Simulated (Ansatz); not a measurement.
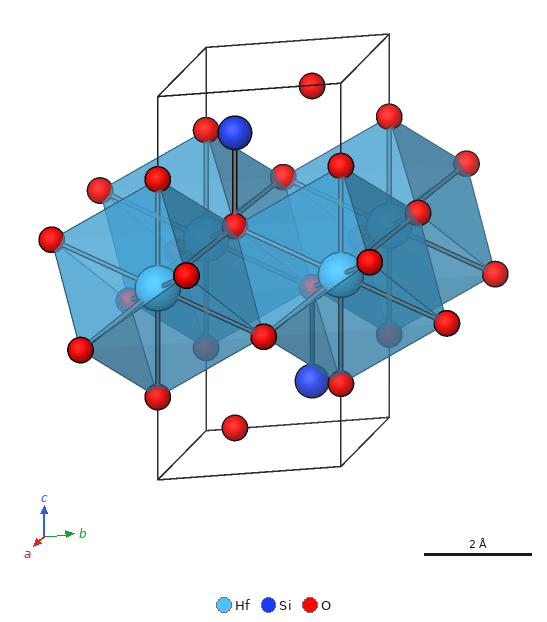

Figure 1. The structure as given in the input (polyhedral view of the cell of the calculation, seen slightly off an axis; polyhedra are completed across the faces of the cell). An atom can appear more than once, as a periodic image.

**HfSi₂O₆: band-structure calculation**

- system: HfSi₂O₆ (P-3m1, 9 atoms in the cell)
- method: DFT PBE, scalar-relativistic, plane waves, PAW, no spin polarisation (Ansatz 0.2.0)

The structure was made by a generator, so it may or may not be a known phase.

Input file:
```yaml
crystal:
  lattice:
    - [3.5651371217, 0.0, 0.0]
    - [-1.7825685609, 3.0874993154, 0.0]
    - [0.0, 0.0, 7.4710025319]
  atoms:
    - { symbol: Hf, position: [0.0, 0.0, 0.5] }
    - { symbol: Si, position: [0.3333333333, 0.6666666667, 0.1490446628] }
    - { symbol: Si, position: [0.6666666667, 0.3333333333, 0.8509553372] }
    - { symbol: O, position: [0.0, 0.0, 0.2161291985] }
    - { symbol: O, position: [0.6666666667, 0.3333333333, 0.6069412845] }
    - { symbol: O, position: [0.3333333333, 0.6666666667, 0.9188698787] }
    - { symbol: O, position: [0.3333333333, 0.6666666667, 0.3930587155] }
    - { symbol: O, position: [0.0, 0.0, 0.7838708015] }
    - { symbol: O, position: [0.6666666667, 0.3333333333, 0.0811301213] }
basis:
  ecutwfc: 420
kpoints:
  mp_grid: { grid: [12, 12, 4] }
  band_path:
    path:
      - [[0.0, 0.0, 0.0], [0.5, 0.0, 0.0], [0.33333333, 0.33333333, 0.0], [0.0, 0.0, 0.0], [0.0, 0.0, 0.5], [0.5, 0.0, 0.5], [0.33333333, 0.33333333, 0.5], [0.0, 0.0, 0.5]]
      - [[0.5, 0.0, 0.5], [0.5, 0.0, 0.0]]
      - [[0.33333333, 0.33333333, 0.5], [0.33333333, 0.33333333, 0.0]]
    npoints: 14
hamiltonian:
  xc: pbe
scf:
  occupations: { method: gaussian, width: 0.02 }
  n_extra_bands: 22
output:
  forces: true
  stress: true
  eigenvalues: true
  populations: true
  dos: { projected: true, de: 0.02, nscf_kmesh: { grid: [18, 18, 6] } }
  bader: true
  write_density: true
  write_potential: true
  elf: true
  volumetric_format: npy
```

Hardware: 1 thread of Intel Xeon @ 2.50GHz (Skylake/Cascade Lake), 189 GiB of memory available, shared host.

Command:
```bash
ansatz run input.yaml --threads 1 --pin off --max-ram 2560MiB --backend cpu --events-out ev --progress --plain --runs-dir out
```

The program's output:
```
scf.n_extra_bands = 22 over 35 filled bands (N_el = 70.0): the run solves 57 bands
Engine: ansatz 0.2.0, x86_64-unknown-linux-gnu
Pseudopotentials: kind: paw
Pseudopotential: Hf, paw, valence charge 26, recommended cutoff 420 eV (normal), Hf.paw.azcp
Pseudopotential: Si, paw, valence charge 4, recommended cutoff 420 eV (normal), Si.paw.azcp
Pseudopotential: O, paw, valence charge 6, recommended cutoff 420 eV (normal), O.paw.azcp
Functional definition: PBE
  parameter kappa = 0.804
  parameter beta = 0.06672455060314922
  exchange = pbe_x(kappa = kappa, mu = beta*pi^2/3)
  correlation = pbe_c(beta = beta)
Crystal: 9 atoms, lattice volume = 82.236 Å³
Basis set: ecut = 420 eV, 1567 PW (Γ), exchange–correlation on 48×48×100 points (8 copies of the dense FFT grid, shifted against one another)
Bands: 57, of which v1, the nominal top of the filled ones, is band 35 counted from 1 (34 counted from 0)
Symmetry: 12 space group operations
Space group: P-3m1 (ITA 164), of the structure as read, at distance tolerance 4.3e-5 Å
k-points: 69 of 576
Non-local potential: Hf, projectors of the file, l = 0: 3, l = 1: 2, l = 2: 2, l = 3: 3
Non-local potential: Si, projectors of the file, l = 0: 2, l = 1: 2, l = 2: 2
Non-local potential: O, projectors of the file, l = 0: 2, l = 1: 2, l = 2: 1
PAW form: soft (Blöchl's): semilocal exchange-correlation on the pseudo side does not see the compensation charge
PAW one-centre angular grid: Hf, 590 points (default); XC on 64 Gauss nodes
PAW one-centre angular grid: Si, 110 points (default); XC on 64 Gauss nodes
PAW one-centre angular grid: O, 110 points (default); XC on 64 Gauss nodes
Initial density: superposition of atomic densities (neutral atoms: chi_scale 0, normalization atom), corrected by the library's trained network
Initial wavefunctions: pseudopotential atomic-orbital guess
Functional: x = pbe(κ = 0.804, μ = 0.2195149727645171), c = pbe(β = 0.06672455060314922)
SCF iter   1: F=—  HF=-20401.677806 eV  |F-HF|=—  |Δ(HF+E_count)|=         —  Δρ=7.04e-3  dr2=8.06e-2  ethr=1.77e-3  ⟨swp⟩=6.0  Hψ=17233  notcnv=0  defer=207
preconditioner: auto → Resta (q_TF=auto, 2.656 Å⁻¹)  ε∞=3.7  [insulator: Δε(μ)=2.136 eV  Ē_g=20.695 eV  σ=0.020 eV  W_gap=1.00  n_scr=36 (ndim 8)  ℏωp=33.8 eV  f_vac=0.014  D(μ)=0.00/eV (n_scr^D=0)  ε∞_Penn≈3.7]
SCF iter   2: F=—  HF=-20401.664184 eV  |F-HF|=—  |Δ(HF+E_count)|=   1.36e-2  Δρ=3.62e-3  dr2=1.02e-2  ethr=1.15e-4  ⟨swp⟩=2.0  Hψ=5056  notcnv=0  defer=1035
SCF iter   3: F=—  HF=-20401.663227 eV  |F-HF|=—  |Δ(HF+E_count)|=   9.57e-4  Δρ=1.62e-3  dr2=2.87e-3  ethr=1.46e-5  ⟨swp⟩=2.5  Hψ=4871  notcnv=0  defer=1036
SCF iter   4: F=—  HF=-20401.663376 eV  |F-HF|=—  |Δ(HF+E_count)|=   1.48e-4  Δρ=7.25e-4  dr2=3.76e-4  ethr=4.10e-6  ⟨swp⟩=2.0  Hψ=4605  notcnv=0  defer=1036
SCF iter   5: F=—  HF=-20401.663449 eV  |F-HF|=—  |Δ(HF+E_count)|=   7.38e-5  Δρ=2.99e-4  dr2=6.83e-5  ethr=5.38e-7  ⟨swp⟩=2.0  Hψ=4708  notcnv=0  defer=1036
SCF iter   6: F=—  HF=-20401.662875 eV  |F-HF|=—  |Δ(HF+E_count)|=   5.75e-4  Δρ=9.04e-5  dr2=5.64e-6  ethr=9.76e-8  ⟨swp⟩=2.0  Hψ=4712  notcnv=0  defer=1036
SCF iter   7: F=—  HF=-20401.662880 eV  |F-HF|=—  |Δ(HF+E_count)|=   5.65e-6  Δρ=4.40e-5  dr2=1.54e-6  ethr=8.06e-9  ⟨swp⟩=2.0  Hψ=4767  notcnv=0  defer=1036
SCF iter   8: F=-20401.662881 eV  HF=-20401.662881 eV  |F-HF|=4.12e-8  |Δ(HF+E_count)|=   1.02e-6  Δρ=1.21e-5  dr2=9.34e-8  ethr=1.43e-10  ⟨swp⟩=13.6  Hψ=30481  notcnv=0
SCF 1 converged in 8 iterations: F = -20401.662881 eV  dr2 = 9.34e-8
  greatest PAW one-centre occupation: 0.999 electrons in one spin orbital (limit 2), on the Hf atom at site 0 (counted from 0), in its partial waves of l = 3
NSCF: frozen V_eff on 129 k-points
NSCF: frozen V_eff on 202 k-points
SCF converged after 8 iterations
Free energy (F): -20401.662881 eV
Harris-Foulkes:  -20401.662881 eV  (|F-HF|=4.12e-8)
Internal energy: -20401.662881 eV  (E = F + TS)
E sigma→0 (E₀):  -20401.662881 eV
Fermi energy:    14.020985 eV
--- Per-component energies (eV) ---
  E_band       = 57.803847
  E_kinetic    = 1573.354460
  E_local      = -8797.478434  (includes V_loc(G=0)·N_el)
  E_nonlocal   = -913.561620
  E_hartree    = 3960.178293
  E_xc         = -856.834204
  E_vxc        = -930.769531  (∫ρ·V_xc dr)
  E_paw        = -8900.897366  (= ΣΔE_a)
  E_vpaw       = 1205.888758  (= ΣTr[D̂ρ^β])
  E_aug_tail   = 0.014893  (compensation charges beyond the density's cutoff)
  E_ewald      = -6466.438903
  E_smearing   = -0.000000  (= −TS)
  E_closure    = 0.000000  (closes the sum)
  Σ components = -20401.662881   (vs F -20401.662881, Δ=0.00e0)
--- Forces (eV/Å), atoms counted from 1 ---
  atom   1  Hf     0.00000000     0.00000000     0.00000000
  atom   2  Si    -0.00000000    -0.00000000     0.00016764
  atom   3  Si     0.00000000     0.00000000    -0.00016764
  atom   4  O     -0.00000000    -0.00000000    -0.00000874
  atom   5  O      0.00000000     0.00000000     0.00139678
  atom   6  O     -0.00000000    -0.00000000     0.00253931
  atom   7  O     -0.00000000    -0.00000000    -0.00139678
  atom   8  O      0.00000000     0.00000000     0.00000874
  atom   9  O      0.00000000     0.00000000    -0.00253931
  max |Σ_I F_I| component: 2.31e-17 eV/Å
--- Stress (GPa, compression-positive) ---
        0.010318       0.000000      -0.000000
        0.000000       0.010318      -0.000000
       -0.000000      -0.000000      -0.001315
  P = ⅓ Tr σ = 0.0064 GPa (0.064 kbar)
--- Band table (eV; the first three rows and the last of 69) ---
  k-point 0: bands = ["-49.2011", "-17.8984", "-17.8741", "-17.8741", "-8.2256", "-6.9553", "-6.4458", "-4.8634", "-3.8003", "-2.9256", "0.8985", "0.9212", "0.9212", "0.9261", "1.0037", "1.0037", "1.0888", "5.8496", "6.3471", "6.3728", "6.3728", "7.8700", "7.8700", "8.1873", "8.3762", "8.5133", "8.5133", "9.0684", "9.7266", "9.7266", "9.7730", "9.7730", "11.6071", "11.9114", "11.9114", "15.3971", "16.3187", "16.3187", "18.1302", "19.1925", "19.1925", "19.6558", "20.1068", "20.1068", "21.2967", "21.7426", "22.7139", "22.7139", "24.4085", "25.0683", "26.7865", "26.7865", "26.9007", "26.9007", "28.9546", "28.9546", "30.8176"]
  k-point 1: bands = ["-49.2011", "-17.8985", "-17.8741", "-17.8741", "-8.1237", "-7.2901", "-6.1211", "-5.0433", "-3.6356", "-2.9938", "0.8992", "0.9211", "0.9211", "0.9261", "1.0037", "1.0037", "1.0896", "5.6808", "6.3748", "6.3748", "6.5923", "7.7729", "7.8604", "7.8604", "8.4906", "8.5921", "8.5921", "9.2245", "9.2245", "9.5290", "10.3667", "10.3667", "11.2165", "11.7371", "11.7371", "15.7836", "16.2572", "16.2572", "17.8009", "19.0836", "19.0836", "19.5686", "20.5738", "20.5738", "21.4569", "21.8636", "22.3674", "22.3674", "24.3864", "24.9666", "26.6342", "26.6342", "27.1557", "27.1557", "28.9990", "28.9990", "31.2122"]
  k-point 2: bands = ["-49.2011", "-17.8987", "-17.8741", "-17.8741", "-7.9380", "-7.6092", "-5.8356", "-5.2657", "-3.4466", "-3.1043", "0.8998", "0.9211", "0.9211", "0.9261", "1.0037", "1.0037", "1.0905", "5.5615", "6.3766", "6.3766", "6.9055", "7.3649", "7.8527", "7.8527", "8.5614", "8.7417", "8.7417", "8.9264", "8.9264", "10.2741", "10.4740", "10.7790", "10.7790", "11.4664", "11.4664", "16.1977", "16.1977", "16.3971", "17.1853", "19.0239", "19.0239", "19.6026", "21.3058", "21.3058", "21.4025", "21.7086", "21.7086", "22.1434", "24.2946", "24.9267", "26.5739", "26.5739", "27.3125", "27.3125", "29.0480", "29.0480", "30.9725"]
  k-point 68: bands = ["-49.1896", "-18.1236", "-18.1236", "-17.8151", "-6.2697", "-6.2697", "-5.6343", "-5.6343", "-4.6573", "-4.3976", "0.8843", "0.8907", "0.9597", "0.9597", "0.9822", "0.9822", "1.0144", "4.2215", "4.2215", "5.8268", "5.8268", "6.4096", "6.9596", "8.1770", "8.1770", "9.0489", "9.1834", "9.1834", "9.3867", "11.3994", "11.3994", "11.9829", "12.1054", "12.5875", "12.5875", "16.0964", "16.0964", "18.2821", "18.2821", "19.2526", "19.2526", "20.1003", "21.7862", "22.5555", "22.6493", "22.6493", "23.2923", "23.2923", "24.0348", "25.4991", "26.3069", "26.3069", "27.9984", "27.9984", "29.2247", "29.8950", "30.4515"]
--- Löwdin populations: 9 sites ---
  site symbol       q [e]
     0     Hf     24.5159
     1     Si      2.4654
     2     Si      2.4654
     3      O      6.6921
     4      O      6.6699
     5      O      6.6812
     6      O      6.6699
     7      O      6.6921
     8      O      6.6812
  spilling = 0.006671 (of n_electrons = 70.000000)
--- Bader charges: 9 sites ---
  site symbol  charge [e]  shift [e]
     0     Hf      2.6561     0.0047
     1     Si      3.0465     0.0112
     2     Si      3.0465     0.0112
     3      O     -1.3976     0.0025
     4      O     -1.4465     0.0008
     5      O     -1.5305     0.0055
     6      O     -1.4465     0.0008
     7      O     -1.3976     0.0025
     8      O     -1.5305     0.0055
  estimated error of the sums over rays = 4.3e-4 e
```

File populations.tsv:
```
# site	symbol	l	j	q
# orbitals = lowdin
# n_electrons = 70.000000
# spilling = 0.006671
0	Hf	0_5S	-	1.967080
0	Hf	0_6S	-	0.436795
0	Hf	1_5P	-	5.988226
0	Hf	2_5D	-	2.125679
0	Hf	3_4F	-	13.998114
1	Si	0_3S	-	0.833708
1	Si	1_3P	-	1.631648
2	Si	0_3S	-	0.833708
2	Si	1_3P	-	1.631648
3	O	0_2S	-	1.755723
3	O	1_2P	-	4.936405
4	O	0_2S	-	1.679122
4	O	1_2P	-	4.990740
5	O	0_2S	-	1.722633
5	O	1_2P	-	4.958595
6	O	0_2S	-	1.679122
6	O	1_2P	-	4.990740
7	O	0_2S	-	1.755723
7	O	1_2P	-	4.936405
8	O	0_2S	-	1.722633
8	O	1_2P	-	4.958595
```

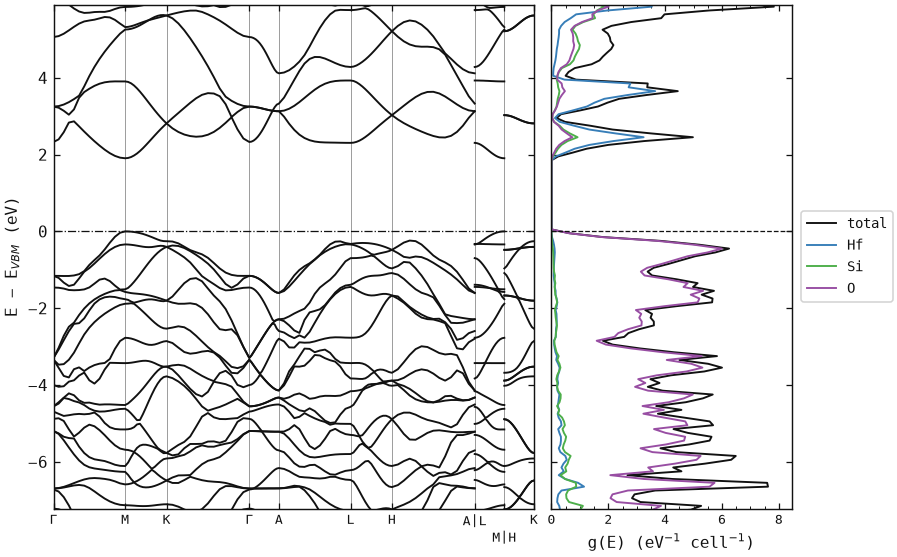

Figure 2. Band structure along Γ–M–K–Γ–A–L–H–A|L–M|H–K and density of states (projected on Löwdin-orthogonalised atomic shells), with energies from the valence-band top. There is a gap of 1.90 eV on this path, direct, at M.

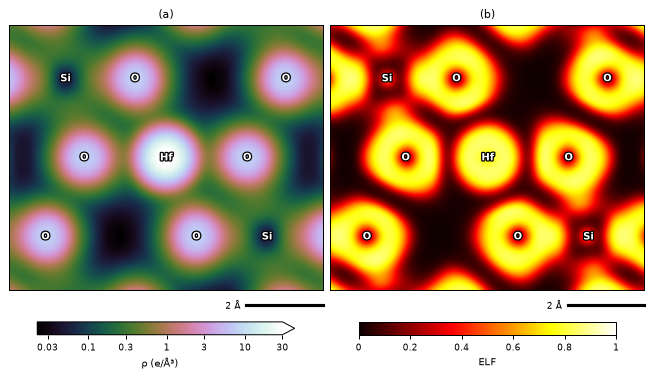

Figure 3. (a) valence electron density; (b) electron localisation function on the (110) plane of the conventional cell. Hf–O (2.12 Å): the density is about 0.74 e/Å³ at the midpoint; the ELF peaks at about 0.85 in the valence shell of O, 0.6 Å from its nucleus, and drops to about 0.20 between the two atoms. Si–O (1.82 Å): ρ at the midpoint is about 0.84 e/Å³; the ELF peaks at about 0.85 between the atoms, which marks a polar covalent bond. Hf–O (2.21 Å): ρ at the midpoint is about 0.55 e/Å³; the ELF peaks at about 0.85 in the valence shell of O, 0.6 Å from its nucleus, and drops to about 0.15 between the two atoms. Away from the nuclei the density in this plane falls to 0.02 e/Å³ at its lowest. The strong features right at Hf lie inside the PAW spheres (semicore, d or f shells) and say nothing about bonding. The fields are those of the smooth PAW valence density.

Summary:

```csv
quantity,value
outcome,converged
space group (tolerance 0.01 Å),P-3m1 (164)
electrons treated,70
free energy,−20401.6629 eV
Fermi energy,14.021 eV
gap on the k-point mesh,1.90 eV
gap on the band path,1.90 eV
pressure,0.01 GPa
largest force (length of the vector),0.003 eV/Å
wall time,4.6 min
peak memory,0.76 GiB
```

Remarks:

Spin–orbit coupling is left out, which matters for Hf.
